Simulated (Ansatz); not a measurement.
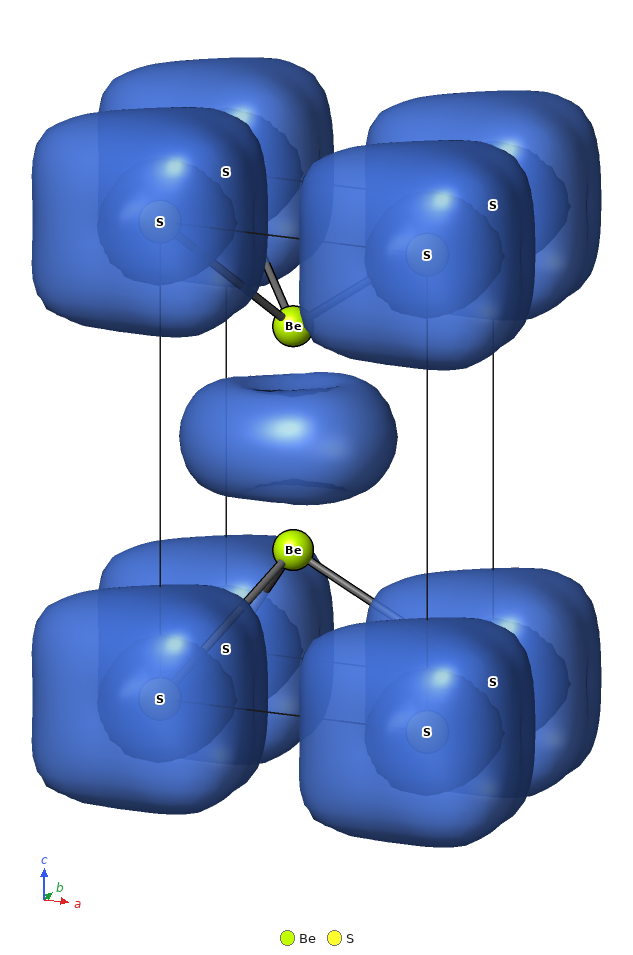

*Be2S. Isosurface of the ELF at 0.75 (blue), seen slightly off an axis. Only the valence region is drawn (cores and ρ < 0.01 e/Å³ removed). Sticks mark near contacts.*

Space group P-6m2; a generated structure, not necessarily the stable one.

The calculation used DFT PBE, scalar-relativistic, plane waves, PAW (Ansatz).

Question: Identify the bonds, lone pairs and shells in this picture.

Answer: The surface consists of one region wrapped around S (its valence shell) and one pocket between the atoms, centred on no nucleus (multi-centre or interstitial), counted in one cell of 3 atoms. Any copies at cell faces, edges or corners count once. Profiles from the grid: Be–S (2.22 Å): the ELF peaks at about 0.90 in the valence shell of S, 0.9 Å from its nucleus, and is about 0.85 at the midpoint.

Question: Does the calculation give a band gap?

Answer: It is metallic or semimetallic at this level of theory: no gap opens.
